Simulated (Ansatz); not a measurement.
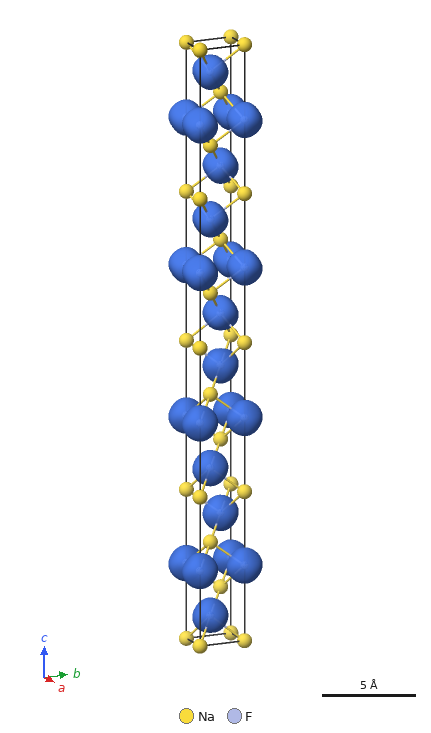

*NaF (interface cell). Isosurface of the electron localisation function at 0.6 (blue), seen slightly off an axis. Only the valence region is drawn (cores and ρ < 0.01 e/Å³ removed). Sticks mark near contacts.*

Level of theory: DFT PBEsol, scalar-relativistic, plane waves, PAW (Ansatz).

**Where are the electrons localised?**

The surface consists of twelve regions wrapped around F (the valence shell of each), counted in one cell of 24 atoms. Regions shared between cells count once.

Values along the shortest contacts:
Na–F (2.31 Å): the ELF is about 0.05 at the midpoint; a largely ionic contact. Na–F (2.36 Å): the ELF is about 0.05 at the midpoint: a largely ionic contact.

**Does the calculation give a band gap?**

It is gapped, with a Kohn–Sham gap of 6.0 eV on the k-point mesh, an upper bound to the gap of this method.
